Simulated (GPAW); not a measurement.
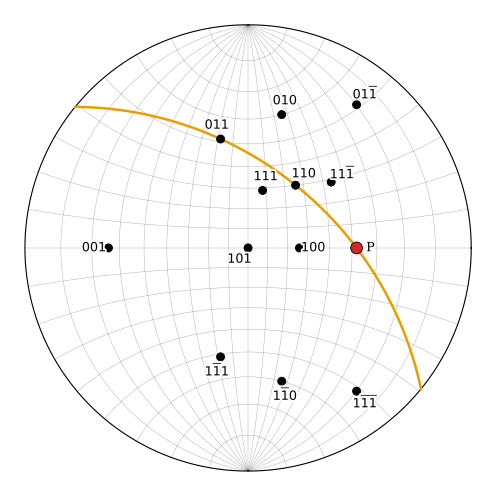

For Ta, a cell listed in the Materials Project, as set up for an electronic-structure calculation: stereographic projection of plane normals (upper hemisphere) centred on (1 0 1). All values are computed from the atomic coordinates in the standard setting (tolerance 0.002 Å).

a = 2.900 Å, b = 2.900 Å, c = 5.166 Å, α = 90.00°, β = 90.00°, γ = 120.00°.

### Index the pole marked P.

P is (1 0 −1), in four indices (1 0 −1 −1), 51.9° from the centre.

### Which zone does the coloured great circle trace?

The zone [1 −1 1]: its poles satisfy h − k + l = 0.

### What is the angle between the normals of (1 −1 −1) and (0 1 −1), and what are their d_hkl = 1/|g|?

102.3°; d = 2.259 Å and 2.259 Å.
